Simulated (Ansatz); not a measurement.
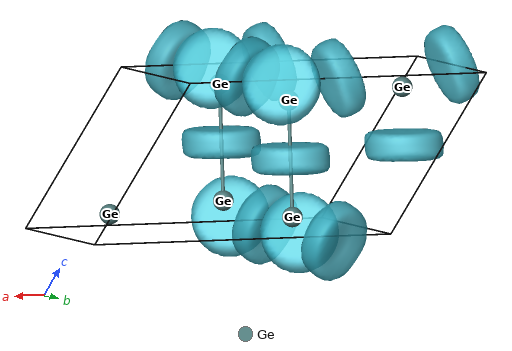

*Ge. Isosurface of the electron localisation function at 0.55 (cyan), seen at an oblique angle. Only the valence region is drawn (cores and ρ < 0.01 e/Å³ removed). Sticks mark near contacts.*

Space group C2/m; a structure from a database of computed crystals, not necessarily the ambient phase.

Level of theory: DFT PBEsol, scalar-relativistic, plane waves, PAW in Ansatz.

In a PAW calculation such maps are meaningful between the atoms, not at the nuclei.

Identify the bonds, lone pairs and shells in this picture.

The ELF exceeds this value in eight regions between bonded Ge–Ge atoms, counted in one cell of 4 atoms. Regions shared between cells count once. Profiles from the grid: Ge–Ge (2.43 Å): the ELF peaks at about 0.75 between the atoms. Ge–Ge (2.49 Å): the ELF peaks at about 0.75 between the atoms.

Metal or insulator at this level of theory?

It is gapless in this calculation (a metal or semimetal).
